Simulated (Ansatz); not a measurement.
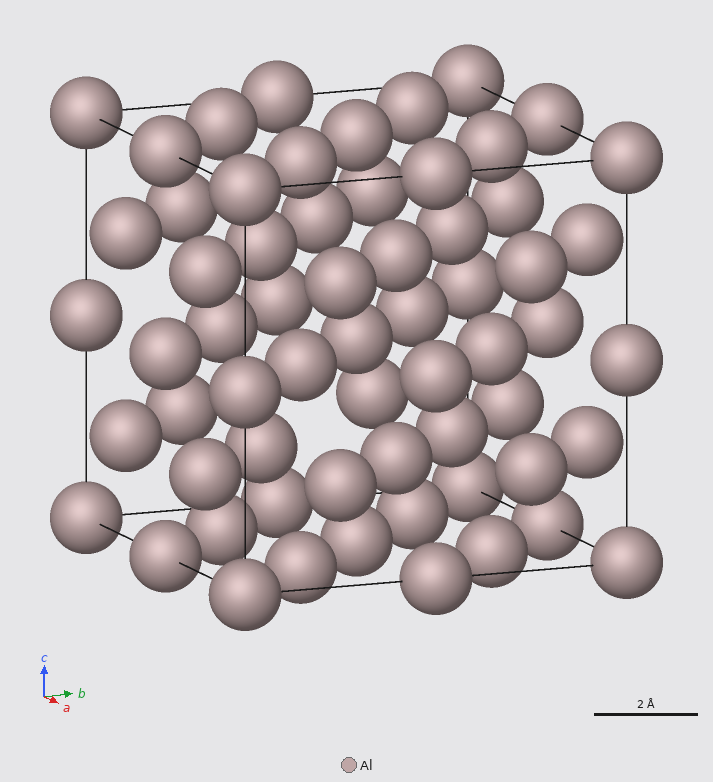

Fig. 1: The starting structure (spheres-only view of the cell of the calculation, seen slightly off an axis). An atom can appear more than once, as a periodic image.

**Run report: Al, geometry relaxation (part 1 of 2)**

Al (defect cell, 31 atoms in the cell), computed with DFT PBE, scalar-relativistic, plane waves, PAW, PAW set soft_1, no spin polarisation (Ansatz 0.2.0).

It belongs to a series of runs on one base structure; here: end point B relaxed.

### Log
```
band count auto-derived: 80 (N_el = 93.0; filled up to band 47; 78 by the electrons, moments and atoms)
Engine: ansatz 0.2.0, aarch64-unknown-linux-gnu
Pseudopotentials: kind: paw
Pseudopotential: Al, paw, valence charge 3, recommended cutoff 420 eV (normal), [file]
Functional definition: PBE
  parameter kappa = 0.804
  parameter beta = 0.06672455060314922
  exchange = pbe_x(kappa = kappa, mu = beta*pi^2/3)
  correlation = pbe_c(beta = beta)
Crystal: 31 atoms, lattice volume = 531.441 Å³
Basis set: ecut = 420 eV, 10395 PW (Γ), exchange–correlation on 120×120×120 points (8 copies of the dense FFT grid, shifted against one another)
Bands: 80, of which v1, the nominal top of the filled ones, is band 47 counted from 1 (46 counted from 0)
Symmetry: 48 space group operations
Space group: Pm-3m (ITA 221), of the structure as read, at distance tolerance 8.1e-5 Å
k-points: 4 of 27
Non-local potential: Al, projectors of the file, l = 0: 2, l = 1: 2, l = 2: 1
PAW form: soft (Blöchl's): semilocal exchange-correlation on the pseudo side does not see the compensation charge
PAW one-centre angular grid: Al, 110 points (default); XC on 64 Gauss nodes
Initial density: superposition of atomic densities (chi_scale 0.1, normalization cell)
Initial wavefunctions: pseudopotential atomic-orbital guess
Functional: x = pbe(κ = 0.804, μ = 0.2195149727645171), c = pbe(β = 0.06672455060314922)
SCF iter   1: F=—  HF=-16664.008228 eV  |F-HF|=—  |Δ(HF+E_count)|=         —  Δρ=2.25e-2  dr2=4.11e0  ethr=3.10e-3  ⟨swp⟩=6.0  Hψ=1555  notcnv=0
preconditioner: auto → Kerker (q_TF=auto, 2.040 Å⁻¹)  [metal: Δε(μ)=0.124 eV  Ē_g=6.817 eV  σ=0.150 eV  W_gap=0.20  n_scr=80 (ndim 8)  ℏωp=15.5 eV  f_vac=0.000  D(μ)=9.99/eV (n_scr^D=56)]
SCF iter   2: F=—  HF=-16663.439265 eV  |F-HF|=—  |Δ(HF+E_count)|=   5.69e-1  Δρ=1.48e-2  dr2=1.71e0  ethr=3.10e-3  ⟨swp⟩=1.2  Hψ=369  notcnv=0
SCF iter   3: F=—  HF=-16662.772053 eV  |F-HF|=—  |Δ(HF+E_count)|=   6.67e-1  Δρ=9.93e-4  dr2=9.55e-3  ethr=1.84e-3  ⟨swp⟩=2.0  Hψ=401  notcnv=0
SCF iter   4: F=—  HF=-16662.772034 eV  |F-HF|=—  |Δ(HF+E_count)|=   1.94e-5  Δρ=3.83e-4  dr2=1.79e-3  ethr=1.03e-5  ⟨swp⟩=2.2  Hψ=466  notcnv=0
SCF iter   5: F=—  HF=-16662.772398 eV  |F-HF|=—  |Δ(HF+E_count)|=   3.65e-4  Δρ=1.11e-4  dr2=3.56e-4  ethr=1.93e-6  ⟨swp⟩=2.2  Hψ=438  notcnv=0
SCF iter   6: F=—  HF=-16662.772426 eV  |F-HF|=—  |Δ(HF+E_count)|=   2.77e-5  Δρ=4.54e-5  dr2=3.21e-5  ethr=3.82e-7  ⟨swp⟩=2.0  Hψ=381  notcnv=0
SCF iter   7: F=-16662.772433 eV  HF=-16662.772433 eV  |F-HF|=1.40e-7  |Δ(HF+E_count)|=   6.53e-6  Δρ=4.29e-6  dr2=2.94e-7  ethr=2.42e-8  ⟨swp⟩=9.8  Hψ=2412  notcnv=0
SCF 1 converged in 7 iterations: F = -16662.772433 eV  dr2 = 2.94e-7
  greatest PAW one-centre occupation: 0.451 electrons in one spin orbital (limit 2), on the Al atom at site 25 (counted from 0), in its partial waves of l = 0
relax step   1: F+E_penalty+E_count = -16662.77243260 eV  Δ(F+E_penalty+E_count) = +0.000e0 eV  max|allowed force component| = 1.114e-1 eV/Å  Δτ_max = 0.0000 Å  (7 SCF iters, dr2 threshold 2.25e-5 eV, accepted)
Initial density: handed on by an earlier stage of this run
Initial wavefunctions: those handed on with the density
iter 1 solved again at ethr=8.19e-5 eV; its pass at ethr=3.10e-3 eV (dr2=7.61e-2 eV) is discarded
SCF iter   1: F=—  HF=-16662.818820 eV  |F-HF|=—  |Δ(HF+E_count)|=         —  Δρ=1.55e-3  dr2=7.82e-2  ethr=8.19e-5  ⟨swp⟩=1.0  Hψ=1054  notcnv=0  defer=2
preconditioner: auto → Kerker (q_TF=auto, 2.040 Å⁻¹)  [metal: Δε(μ)=0.151 eV  Ē_g=6.784 eV  σ=0.150 eV  W_gap=0.23  n_scr=80 (ndim 8)  ℏωp=15.5 eV  f_vac=0.000  D(μ)=10.70/eV (n_scr^D=80)]
SCF iter   2: F=—  HF=-16662.807672 eV  |F-HF|=—  |Δ(HF+E_count)|=   1.11e-2  Δρ=8.71e-4  dr2=2.40e-2  ethr=8.19e-5  ⟨swp⟩=1.0  Hψ=317  notcnv=0  defer=2
SCF iter   3: F=—  HF=-16662.802944 eV  |F-HF|=—  |Δ(HF+E_count)|=   4.73e-3  Δρ=9.43e-5  dr2=8.14e-5  ethr=2.58e-5  ⟨swp⟩=2.2  Hψ=401  notcnv=0  defer=2
SCF iter   4: F=—  HF=-16662.802680 eV  |F-HF|=—  |Δ(HF+E_count)|=   2.64e-4  Δρ=2.85e-5  dr2=9.65e-6  ethr=8.76e-8  ⟨swp⟩=2.0  Hψ=529  notcnv=0  defer=2
SCF iter   5: F=—  HF=-16662.802679 eV  |F-HF|=—  |Δ(HF+E_count)|=   2.81e-7  Δρ=7.22e-6  dr2=9.11e-7  ethr=1.04e-8  ⟨swp⟩=2.5  Hψ=482  notcnv=0  defer=2
SCF iter   6: F=-16662.802680 eV  HF=-16662.802680 eV  |F-HF|=4.10e-8  |Δ(HF+E_count)|=   2.39e-7  Δρ=2.79e-6  dr2=8.57e-8  ethr=1.08e-10  ⟨swp⟩=8.0  Hψ=1734  notcnv=0
SCF 2 converged in 6 iterations: F = -16662.802680 eV  dr2 = 8.57e-8
relax step   2: F+E_penalty+E_count = -16662.80267972 eV  Δ(F+E_penalty+E_count) = -3.025e-2 eV  max|allowed force component| = 2.519e-2 eV/Å  Δτ_max = 0.0366 Å  (6 SCF iters, accepted)
```

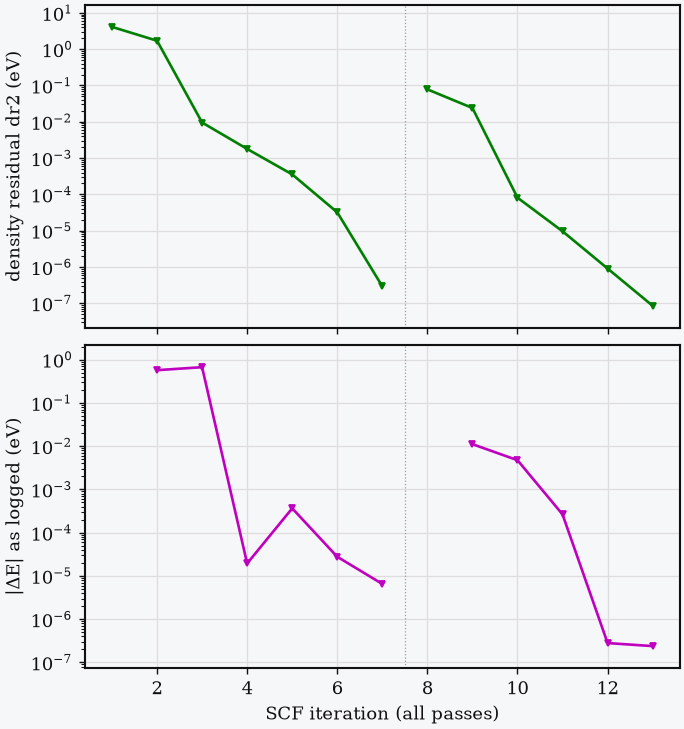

Fig. 2: Convergence of the self-consistent field: density residual dr2 and size of the energy change against the SCF iteration. The dotted lines part the SCF passes of the relaxation: geometry steps, rejected trials and re-solves on a re-selected basis. The passes take 7 and 6 iterations.

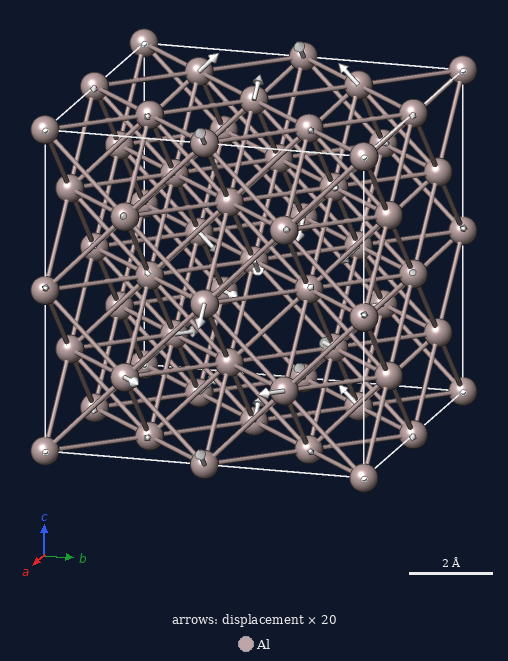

Fig. 3: The starting structure with the displacements as white arrows, magnified 20 times (ball-and-stick view of the cell of the calculation, seen slightly off an axis). The energy falls by 1.0 meV per atom in 1 geometry step. The largest force component goes from 0.11 to 0.025 eV/Å. The largest moves, 0.037 Å, are those of 12 atoms (Al5, Al6, Al13, Al14 and others). The cell doesn't change. Among the contacts that change: Al13–Al14 2.864 → 2.827 Å, Al13–Al24 2.864 → 2.900 Å, Al10–Al16 2.864 → 2.887 Å, Al10–Al11 2.864 → 2.854 Å. (Atoms are counted from 1 in the order of the input.)

```
NSCF: frozen V_eff on 4 k-points
the band table was solved once a step of the walk had ended and its energy, with any forces and stress, was formed, with the checks that follow a solve (1466 applications of the Hamiltonian). They found nothing against the state; the energy, forces and stress were not computed again (output.eigenvalues in the input reference)
SCF converged after 6 iterations
Free energy (F): -16662.802680 eV
Harris-Foulkes:  -16662.802680 eV  (|F-HF|=4.10e-8)
Internal energy: -16661.997982 eV  (E = F + TS)
E sigma→0 (E₀):  -16662.400331 eV
Entropy (-TS):   -0.804697 eV (-25.958 meV/atom)
Fermi energy:    7.402418 eV
--- Per-component energies (eV) ---
  E_band       = 294.324989
  E_kinetic    = 686.586174
  E_local      = 264.483834  (includes V_loc(G=0)·N_el)
  E_nonlocal   = 309.847294
  E_hartree    = 19.067146
  E_xc         = -1162.697799
  E_vxc        = -896.834507  (∫ρ·V_xc dr)
  E_paw        = -14550.992420  (= ΣΔE_a)
  E_vpaw       = -107.893738  (= ΣTr[D̂ρ^β])
  E_aug_tail   = -0.000065  (compensation charges beyond the density's cutoff)
  E_ewald      = -2228.292146
  E_smearing   = -0.804697  (= −TS)
  E_closure    = 0.000000  (closes the sum)
  Σ components = -16662.802680   (vs F -16662.802680, Δ=0.00e0)
--- Forces (eV/Å), atoms counted from 1 ---
  atom   1  Al    -0.01747613     0.00000000     0.01747613
  atom   2  Al     0.00000000     0.01747613     0.01747613
  atom   3  Al     0.00000000    -0.00000000     0.00000000
  atom   4  Al     0.01747613    -0.00000000     0.01747613
  atom   5  Al     0.00000000    -0.02518775    -0.02518775
  atom   6  Al     0.02518775     0.00000000    -0.02518775
  atom   7  Al    -0.00000000    -0.01747613     0.01747613
  atom   8  Al     0.00000000     0.00000000    -0.00000000
  atom   9  Al    -0.00000000     0.00000000     0.00000000
  atom  10  Al    -0.01747613     0.00000000    -0.01747613
  atom  11  Al     0.00000000     0.01747613    -0.01747613
  atom  12  Al     0.00000000    -0.00000000     0.00000000
  atom  13  Al    -0.02518775    -0.00000000    -0.02518775
  atom  14  Al    -0.00000000     0.02518775    -0.02518775
  atom  15  Al    -0.02518775    -0.02518775     0.00000000
  atom  16  Al     0.02518775    -0.02518775     0.00000000
  atom  17  Al     0.02518775     0.02518775     0.00000000
  atom  18  Al     0.01747613    -0.00000000    -0.01747613
  atom  19  Al     0.00000000    -0.02518775     0.02518775
  atom  20  Al     0.02518775     0.00000000     0.02518775
  atom  21  Al    -0.00000000    -0.01747613    -0.01747613
  atom  22  Al     0.00000000    -0.00000000     0.00000000
  atom  23  Al    -0.01747613     0.01747613     0.00000000
  atom  24  Al     0.00000000     0.00000000     0.00000000
  atom  25  Al    -0.02518775     0.02518775    -0.00000000
  atom  26  Al    -0.02518775    -0.00000000     0.02518775
  atom  27  Al    -0.00000000     0.02518775     0.02518775
  atom  28  Al     0.01747613     0.01747613     0.00000000
  atom  29  Al    -0.00000000    -0.00000000     0.00000000
  atom  30  Al    -0.01747613    -0.01747613     0.00000000
  atom  31  Al     0.01747613    -0.01747613     0.00000000
  max |Σ_I F_I| component: 2.46e-17 eV/Å
--- Band table (eV) ---
  k-point 0: bands = ["-3.4201", "-1.2593", "-1.2593", "-1.2241", "-1.2241", "-1.2241", "-0.8877", "0.9269", "0.9269", "0.9329", "0.9329", "0.9329", "0.9595", "0.9595", "0.9595", "1.1032", "1.1032", "1.1032", "1.8596", "2.9823", "3.1851", "3.1851", "3.1851", "3.2373", "3.2373", "3.2373", "3.9770", "4.8020", "4.8020", "4.8020", "6.0459", "6.0459", "6.2924", "6.7346", "6.7346", "6.7346", "6.7524", "6.7524", "6.7524", "6.8146", "6.8146", "6.8146", "7.0994", "7.0994", "7.0994", "7.8332", "7.8923", "7.8923", "7.8923", "7.9135", "7.9135", "8.6553", "8.6553", "8.6553", "8.6560", "8.6560", "8.7233", "8.7880", "8.7880", "8.7880", "8.8263", "8.8263", "9.0524", "9.0524", "9.0524", "9.3329", "9.3329", "9.3329", "9.3625", "10.3436", "10.3436", "10.3436", "10.3817", "10.3817", "10.3817", "10.4722", "10.4722", "10.6368", "10.6368", "10.6368"]
  k-point 1: bands = ["-3.1779", "-2.4133", "-1.0131", "-0.9817", "-0.9817", "-0.8267", "-0.2762", "-0.2336", "-0.2336", "0.0923", "0.5313", "1.1747", "1.2640", "1.2640", "1.4315", "1.9017", "2.0191", "2.0191", "2.2113", "2.6312", "2.6760", "2.6760", "2.7837", "3.2372", "4.7518", "4.7661", "4.7661", "4.7807", "4.8104", "4.8104", "5.0744", "5.0744", "5.1707", "5.2246", "5.7306", "5.7306", "6.2820", "6.4457", "6.8523", "6.9179", "6.9532", "6.9532", "6.9645", "7.0253", "7.0457", "7.1622", "7.1622", "7.5474", "7.6556", "7.7789", "7.9568", "7.9568", "8.3610", "8.3610", "8.5072", "8.5831", "8.6320", "8.6803", "8.6803", "9.2579", "9.2579", "9.2628", "9.6893", "9.9578", "10.2586", "10.4207", "10.5175", "10.5419", "10.5419", "10.6001", "10.6001", "10.6583", "10.9021", "10.9021", "11.1634", "11.8577", "11.9330", "11.9811", "11.9811", "12.0026"]
  k-point 2: bands = ["-2.9354", "-2.2299", "-2.1152", "-1.4124", "-0.7394", "-0.6535", "-0.0281", "-0.0024", "0.0432", "0.2022", "0.7162", "0.7553", "0.7719", "1.0351", "1.5126", "1.6584", "2.8524", "2.8718", "2.9293", "2.9319", "2.9505", "3.1971", "3.5403", "3.5539", "3.7256", "3.7444", "3.7494", "4.0835", "4.5724", "4.8903", "5.0511", "5.1420", "5.2244", "5.3020", "5.7060", "5.7156", "5.7698", "5.8574", "6.0856", "6.2402", "6.4418", "6.4928", "6.4941", "6.5931", "6.7825", "6.7906", "7.2706", "7.5929", "8.1836", "8.5011", "8.5460", "8.6420", "8.6460", "8.7154", "8.7915", "8.7993", "8.8402", "8.9760", "9.3906", "9.3908", "9.5497", "9.5572", "10.2208", "10.4230", "10.5644", "10.6535", "10.6652", "10.7541", "10.8283", "10.8453", "10.9037", "10.9574", "11.1307", "11.3138", "11.3829", "11.4737", "11.6274", "11.7948", "11.8567", "11.8905"]
```
